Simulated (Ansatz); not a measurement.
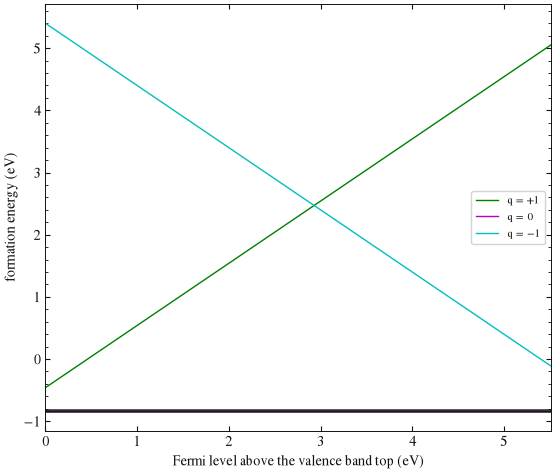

Method: charge states of a point defect in a periodic supercell, each relaxed, energies over the elements' standard states with the Fermi level at the host's valence band top, point-charge and potential alignment terms added, no band filling term, levels over that top; plane waves with PAW datasets; energies extrapolated to zero smearing (Ansatz 0.2.0). Level: PBE, allowed.

- host atoms in supercell: 48
- wave cutoff: 420 eV
- k mesh: 2×2×2
- occupations: Gaussian
- smearing width: 0.01 eV
- k shift: (0.5, 0.5, 0.5) (mesh steps)
- start displacement: 0 Å
- defect kind: substitution
- removed element: Si
- added element: Hf
- defect place: (0.7061, 0.7061, 0.5) (fraction of the host cell vector)
- host gap: 5.512 eV
- static dielectric xx yy zz: (4.11, 4.11, 3.92)

Starting cell:
```
CELL_PARAMETERS angstrom
5.08330 0.00000 0.00000
0.00000 5.08330 0.00000
0.00000 0.00000 7.09890
ATOMIC_POSITIONS crystal
Si 0.70610 0.70610 0.50000
Si 0.79390 0.20610 0.75000
Si 0.20610 0.79390 0.25000
Si 0.29390 0.29390 0.00000
O 0.90640 0.75890 0.32570
O 0.09360 0.24110 0.82570
O 0.75890 0.90640 0.67430
O 0.25890 0.59360 0.07570
O 0.24110 0.09360 0.17430
O 0.40640 0.74110 0.42430
O 0.59360 0.25890 0.92430
O 0.74110 0.40640 0.57570
```

Figure. Formation energy of each charge state against the Fermi level for substitution (removed Si, added Hf) in SiO₂. The thick line follows the lowest charge state; the axis spans the host's computed gap.

Charge 0 is the lowest at every Fermi level in the gap, so no transition level lies inside it. The lowest state is 0 at the valence band top, 0 at mid-gap and 0 at the conduction band bottom, 5.51 eV higher. With the Fermi level at mid-gap the formation energy is −0.8 eV against the elements' standard states.

Caveats: a crossing between the sampled k points may be missed; atoms far too close; bands touch, and spin-orbit coupling could open a gap; charged cell in a neutralising background; coarse k mesh; narrow smearing for a metal; potential alignment in doubt; small supercell; starting moments lost; symmetry that the supercell leaves at the site kept.
